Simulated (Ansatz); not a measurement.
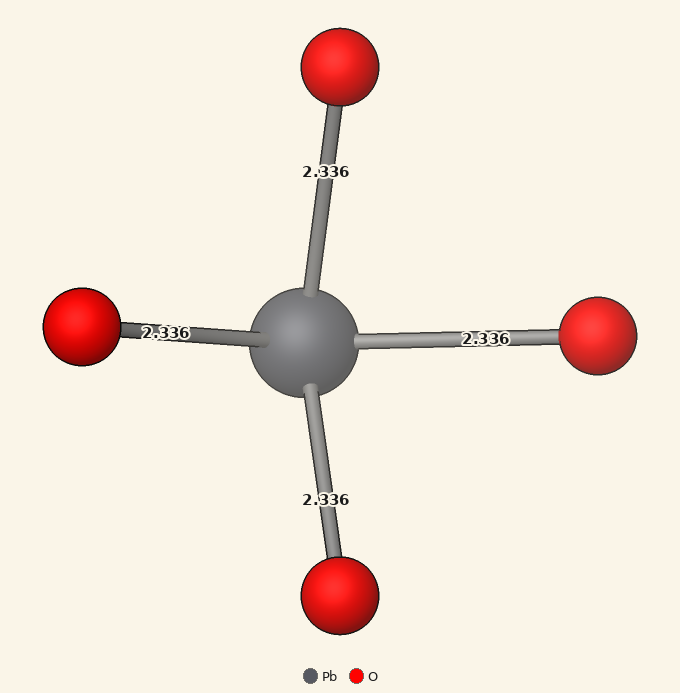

The surroundings of site Pb1 (at 0.000, 0.500, 0.244) in PbO (P4/nmm), with bond lengths in Å.

Origin of the cell: coordinates from a relaxation at fixed volume with Ansatz, DFT PBE+D3(BJ), scalar-relativistic, plane waves, PAW.

```
CELL_PARAMETERS angstrom
4.02472 0.00000 0.00000
0.00000 4.02472 0.00000
0.00000 0.00000 4.86671
ATOMIC_POSITIONS crystal
Pb 0.00000 0.50000 0.24377
Pb 0.50000 0.00000 0.75623
O 0.00000 0.00000 0.00000
O 0.50000 0.50000 0.00000
```

Bond valence s = exp((R0 − d)/b), R0 fitted to published crystal structures with b = 0.37 Å; R0 in Å: Pb2+–O 2.108.

> Calculate the bond-valence sum of Pb1 from the bonds drawn.

4 × 0.540 = 2.16 v.u., against a formal valence of 2: overbonded (bonds short for this ion) by 0.16.

> And over the whole structure?

| site | x, y, z | formal valence | bond-valence sum | difference |
| --- | --- | --- | --- | --- |
| Pb1 | 0.000, 0.500, 0.244 | +2 | 2.18 | 0.18 |
| O1 | 0.000, 0.000, 0.000 | −2 | 2.18 | 0.18 |

These sums include all anions within 5 Å. The global instability index (root mean square of the differences over all atoms) is 0.18 v.u.: moderate strain, common in real structures. Cells relaxed with PBE tend to have slightly long bonds, which lowers the sums.
